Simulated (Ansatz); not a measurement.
Consider Sr₁₅O₁₇ (cell charge +2, with a compensating background) (cell with a defect).

Input

```
crystal:
  lattice:
    - [-5.1949040414, 5.1949040414, 5.1949040414]
    - [5.1949040414, -5.1949040414, 5.1949040414]
    - [5.1949040414, 5.1949040414, -5.1949040414]
  atoms:
    - { symbol: O, position: [0.5, 0.75, 0.25] }
    - { symbol: Sr, position: [0.5, -0.0030572786, 0.0030572786] }
    - { symbol: Sr, position: [0.5, 0.25, 0.75] }
    - { symbol: Sr, position: [0.7469427214, 0.5030572786, 0.25] }
    - { symbol: Sr, position: [0.5, 0.5030572786, 0.4969427214] }
    - { symbol: Sr, position: [0.7469427214, 0.75, 0.0030572786] }
    - { symbol: Sr, position: [0.7469427214, -0.0030572786, 0.7438854427] }
    - { symbol: Sr, position: [0.0, 0.25, 0.25] }
    - { symbol: Sr, position: [0.7469427214, 0.2438854427, 0.4969427214] }
    - { symbol: Sr, position: [0.0061145573, 0.5030572786, 0.0030572786] }
    - { symbol: Sr, position: [0.0, 0.75, 0.75] }
    - { symbol: Sr, position: [0.2530572786, -0.0030572786, 0.25] }
    - { symbol: Sr, position: [-0.0061145573, -0.0030572786, 0.4969427214] }
    - { symbol: Sr, position: [0.2530572786, 0.2561145573, 0.0030572786] }
    - { symbol: Sr, position: [0.2530572786, 0.5030572786, 0.7561145573] }
    - { symbol: Sr, position: [0.2530572786, 0.75, 0.4969427214] }
    - { symbol: O, position: [0.5, 0.480769154, -0.019230846] }
    - { symbol: O, position: [0.5, 0.75, 0.75] }
    - { symbol: O, position: [0.5, 0.019230846, 0.519230846] }
    - { symbol: O, position: [0.75, 0.25, 0.0] }
    - { symbol: O, position: [0.5, 0.25, 0.25] }
    - { symbol: O, position: [0.75, 0.5, 0.75] }
    - { symbol: O, position: [0.769230846, 0.75, 0.519230846] }
    - { symbol: O, position: [0.0, 0.0, 0.0] }
    - { symbol: O, position: [0.769230846, 0.019230846, 0.25] }
    - { symbol: O, position: [0.0, 0.25, 0.75] }
    - { symbol: O, position: [0.0, 0.5, 0.5] }
    - { symbol: O, position: [0.230769154, 0.75, -0.019230846] }
    - { symbol: O, position: [0.0, 0.75, 0.25] }
    - { symbol: O, position: [0.25, 0.0, 0.75] }
    - { symbol: O, position: [0.25, 0.25, 0.5] }
    - { symbol: O, position: [0.230769154, 0.480769154, 0.25] }
  host:
    lattice:
      - [0.0, 2.5974520207, 2.5974520207]
      - [2.5974520207, 0.0, 2.5974520207]
      - [2.5974520207, 2.5974520207, 0.0]
    atoms:
      - { symbol: Sr, position: [0.5, 0.5, 0.5] }
      - { symbol: O, position: [0.0, 0.0, 0.0] }
total_charge: 2
basis:
  ecutwfc: 420
  xc_grid: 2
kpoints:
  mp_grid: { grid: [2, 2, 2], shift: [0.5, 0.5, 0.5] }
hamiltonian:
  xc: pbe
scf:
  occupations: { method: gaussian, width: 0.01 }
output:
  forces: true
  stress: false
  eigenvalues: true
  charged_corrections:
    defect_position: [0.5, 0.75, 0.25]
    epsilon: [[20.9683, 0.0, 0.0], [0.0, 20.9683, 0.0], [0.0, 0.0, 20.9683]]
  write_density: true
  write_potential: true
  elf: true
  volumetric_format: npy
relax:
  adjacent_minimum: "off"
  f_tol: 0.025
  max_steps: 45
```

Command:

```sh
ansatz run input.yaml --threads 4 --pin off --max-ram 6144MiB --backend cpu --events-out ev --progress --plain --runs-dir out
```

The fields are those of the relaxed geometry.

Level of theory: Ansatz, DFT PBE, scalar-relativistic, plane waves, PAW.

**Predict the valence pseudo-density and electron localisation function between the atoms.**

Sr–O (2.39 Å): ρ is about 0.34 e/Å³ halfway; the ELF is about 0.15 at the midpoint; no localised pair shows between them.
Sr–O (2.60 Å): the density is about 0.22 e/Å³ at the midpoint; the ELF is about 0.10 at the midpoint (no localised pair shows between them).

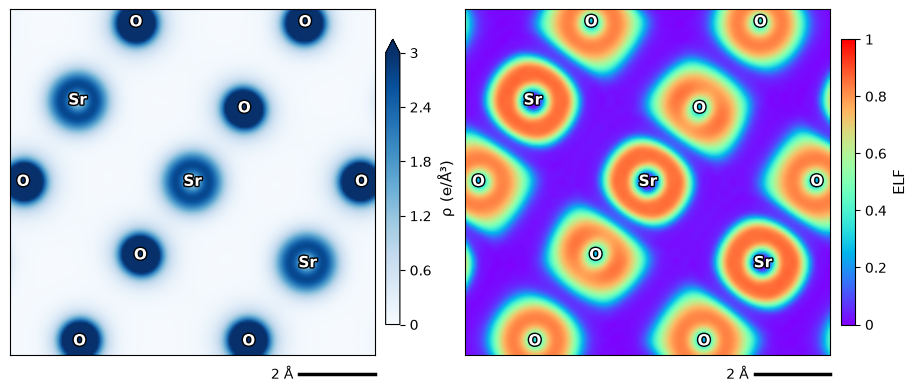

Computed valence pseudo-density and electron localisation function on the (010) plane of the calculation cell, in this order. 

In a PAW calculation such maps are meaningful between the atoms, not at the nuclei.
